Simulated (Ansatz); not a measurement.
**Al17P16 (cell charge +3, with a compensating background) (cell with a defect): density, localisation and related maps**

```
CELL_PARAMETERS angstrom
5.50734 5.50734 -5.50734
-5.50734 -5.50734 -5.50734
-5.50734 5.50734 5.50734
ATOMIC_POSITIONS crystal
Al 0.24805 0.99882 0.74749
Al 0.49815 0.74888 0.74760
Al 0.73491 0.49871 0.73450
Al 0.74813 0.99892 0.24757
Al 0.99807 0.98827 0.99741
Al 0.26117 0.76192 0.99753
Al 0.48758 0.49884 0.99750
Al 0.73506 0.23587 0.99764
Al 0.99814 0.23584 0.73456
Al 0.50857 0.00925 0.50804
Al 0.74815 0.74891 0.49759
Al 0.99822 0.76208 0.26064
Al 0.26120 0.49891 0.26068
Al 0.49811 0.24891 0.24755
Al 0.99817 0.49893 0.48721
Al 0.24812 0.24888 0.49754
P 0.24929 0.00358 0.99754
P 0.50283 0.75004 0.99759
P 0.75005 0.49895 0.99767
P 0.74461 0.99423 0.49291
P 0.99811 0.00365 0.24863
P 0.24624 0.74698 0.24564
P 0.50282 0.49892 0.24871
P 0.74700 0.24780 0.25117
P 0.99812 0.25081 0.99763
P 0.49344 0.99419 0.74406
P 0.74692 0.75227 0.74636
P 0.99808 0.75000 0.50216
P 0.24929 0.49890 0.50231
P 0.49336 0.24518 0.49278
P 0.99804 0.49884 0.74944
P 0.25163 0.24770 0.74639
Al 0.99811 0.49885 0.99758
```

Level of theory: DFT PBE, scalar-relativistic, plane waves, PAW in Ansatz 0.2.0.

Core electrons are frozen (PAW), and the valence fields are smoothed inside the atomic spheres.

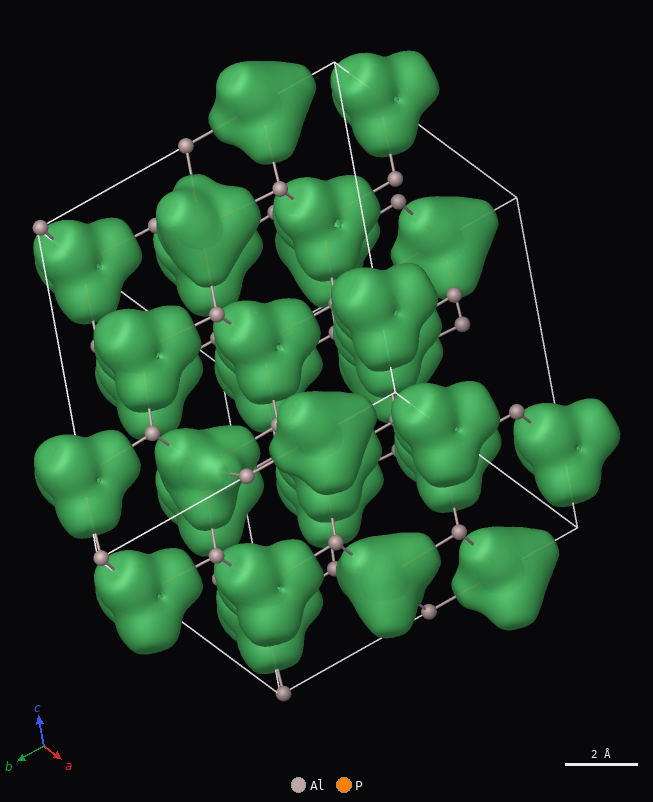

Figure 1. Isosurface of the ELF at 0.7 (green), seen at an oblique angle. Core shells and regions of very low density are left out. Sticks mark near contacts.

Q: Identify the bonds, lone pairs and shells in this picture.

A: The surface consists of 16 regions on P in which the atom's valence shell and bonds are merged, counted in one cell of 33 atoms. Any copies at cell faces, edges or corners count once.


Al–P (2.34 Å): the ELF peaks at about 0.95 between the atoms, as expected for a covalent bond. Al–P (2.47 Å): the ELF peaks at about 0.90 between the atoms.

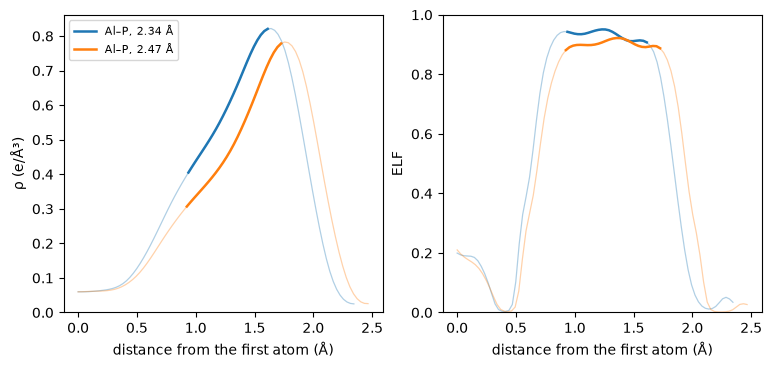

Figure 2. Valence electron density and electron localisation function along straight lines between neighbouring atoms. Thin, pale parts lie inside the atomic spheres.

Q: Compare the contacts.

A: Al–P (2.34 Å): ρ at the midpoint is about 0.53 e/Å³; the ELF peaks at about 0.95 between the atoms, as expected for a shared electron pair.
Al–P (2.47 Å): the density is about 0.43 e/Å³ at the midpoint; the ELF peaks at about 0.90 between the atoms.

Q: Does the calculation make it a metal, or give it a gap?

A: It is gapped, with a Kohn–Sham gap of 1.8 eV on the k-point mesh (the band edges may lie off the mesh, which would make the gap smaller).
